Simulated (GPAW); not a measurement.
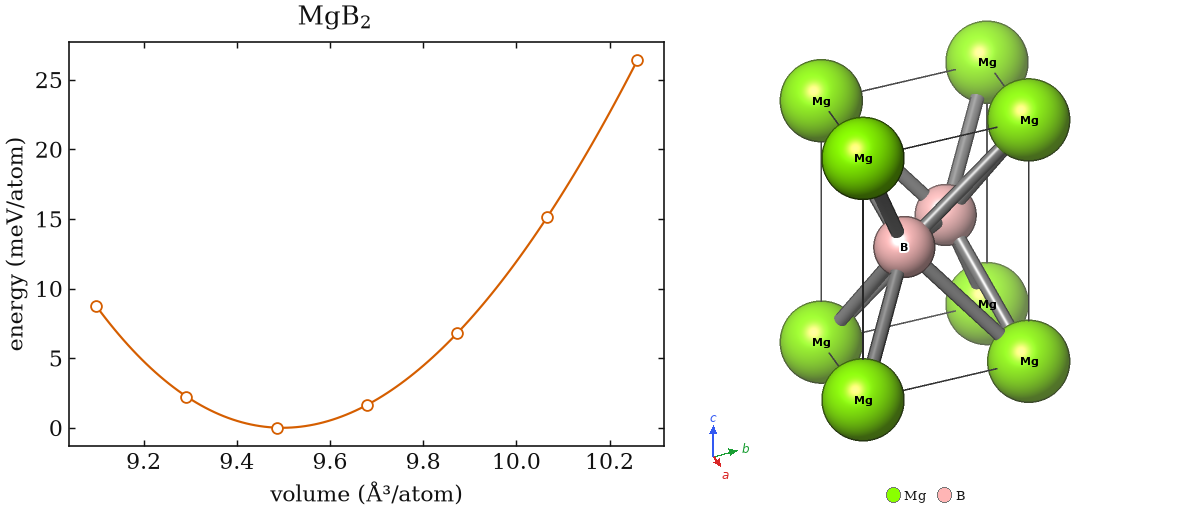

The plot gives the computed energy against volume for MgB₂, space group P6/mmm (No. 191). The conventional cell is drawn beside the plot.

Structure:
```cif
data_structure
_symmetry_space_group_name_H-M 'P 1'
_symmetry_Int_Tables_number 1
_cell_length_a 3.0850
_cell_length_b 3.0850
_cell_length_c 3.5230
_cell_angle_alpha 90.000
_cell_angle_beta 90.000
_cell_angle_gamma 120.000
_cell_volume 29.04
loop_
_atom_site_label
_atom_site_type_symbol
_atom_site_fract_x
_atom_site_fract_y
_atom_site_fract_z
_atom_site_occupancy
Mg1 Mg 0.00000 0.00000 0.00000 1
B1 B 0.66667 0.33333 0.50000 1
B2 B 0.33333 0.66667 0.50000 1
```

Calculation (GPAW 26.7.0): PAW DFT in plane waves, on a grid or in atomic orbitals, no spin polarisation; energies at scaled volumes of the given cell, shape and fractions fixed, counted from the fit's minimum, third-order Birch-Murnaghan fit. Level: PBEsol.

- k mesh: 10×10×8
- occupations: Fermi–Dirac
- smearing width: 0.05 eV
- potentials: PAW data sets made by gpaw setup for the functional
- wave cutoff: 800 eV
- program settings: basis pw

This calculation gives: equilibrium volume 9.50 Å³/atom and bulk modulus 156 GPa.

Now Mg is replaced by Zr on all its sites, which gives ZrB₂ in the same structure. How do these quantities change?

The equilibrium volume rises from 9.50 to 10.05 Å³/atom (+5.8 %) and the bulk modulus rises from 156 to 251 GPa (+61 %).

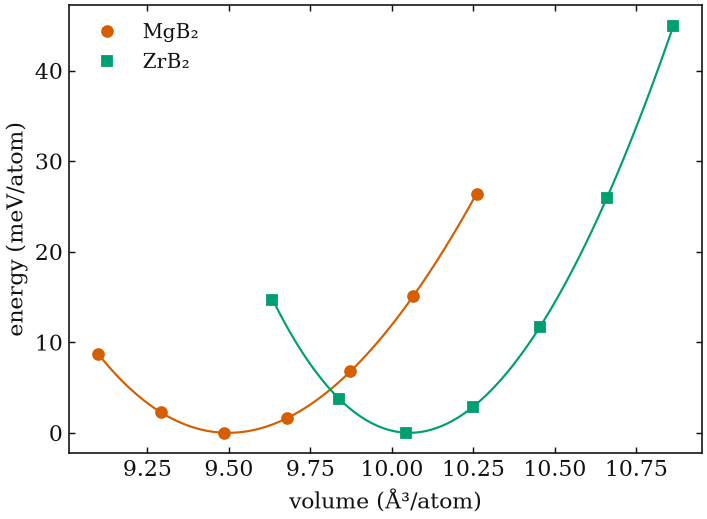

The two results together.

For both, limits of the calculation: shape and atomic fractions are frozen while scaling, which makes layered, chain and framework solids too stiff.

V0 and the bulk modulus come from third-order Birch–Murnaghan fits.
